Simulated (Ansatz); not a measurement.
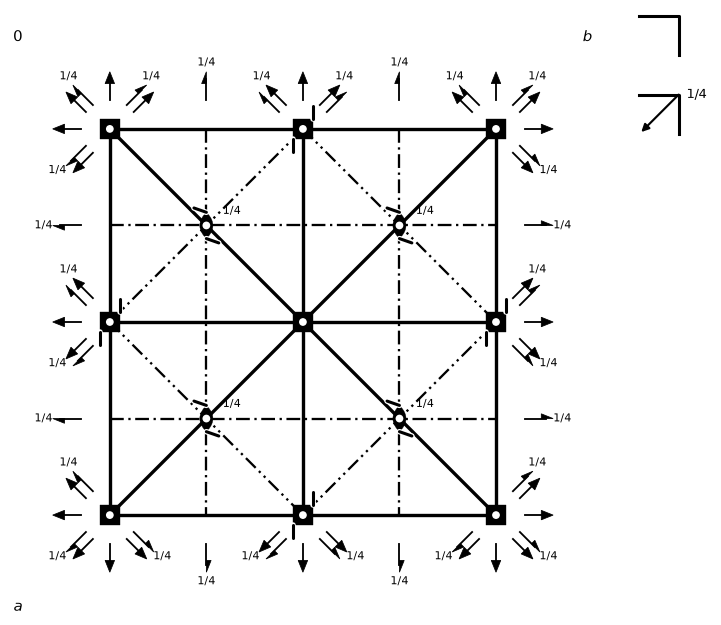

Symmetry elements of a space group, projected down c, computed from the operations of a computed or model structure of composition In.

Graphical symbols as in the International Tables (origin upper left, heights as fractions; handed screw axes are marked by their printed symbols).

Which space group is it?

Answer. I4/mmm (No. 139); body-centred tetragonal, point group 4/mmm, 32 general positions a cell.

List the elements shown.

Answer. 4₂ axes along c at (0, 1/2), (1/2, 0); 4 axes along c at (0, 0), (1/2, 1/2); 2₁ axes along c at (1/4, 1/4), (1/4, 3/4), (3/4, 1/4), (3/4, 3/4); inversion centres at (0, 0), (0, 1/2), (1/4, 1/4; c height 1/4), (1/4, 3/4; c height 1/4), (1/2, 0), (1/2, 1/2), (3/4, 1/4; c height 1/4), (3/4, 3/4; c height 1/4); mirror planes holding c and [1 1 0] or [−1 1 0]; e glide planes holding c and [1 1 0] or [−1 1 0]; mirror planes normal to a, at x = 0, 1/2; n glide planes normal to a, at x = 1/4, 3/4; mirror planes normal to b, at y = 0, 1/2; n glide planes normal to b, at y = 1/4, 3/4; a mirror plane normal to c at height 0; an n glide plane normal to c at height 1/4; 2 axes along [1 1 0] at heights 0, 1/4; 2 axes along [−1 1 0] at heights 0, 1/4; 2 axes along a at height 0; 2 axes along b at height 0; 2₁ axes along [1 1 0] at heights 0, 1/4; 2₁ axes along [−1 1 0] at heights 0, 1/4; 2₁ axes along a at height 1/4; 2₁ axes along b at height 1/4. Heights repeat every half period; positions are (a, b) fractions, modulo 1.

Write the general positions (in any order).

Answer. For each centring vector (0, 0, 0), (1/2, 1/2, 1/2):
x, y, z
−x, −y, −z
−y, x, z
y, −x, −z
−x, −y, z
x, y, −z
y, −x, z
−y, x, −z
x, −y, −z
−x, y, z
−y, −x, −z
y, x, z
−x, y, −z
x, −y, z
y, x, −z
−y, −x, z
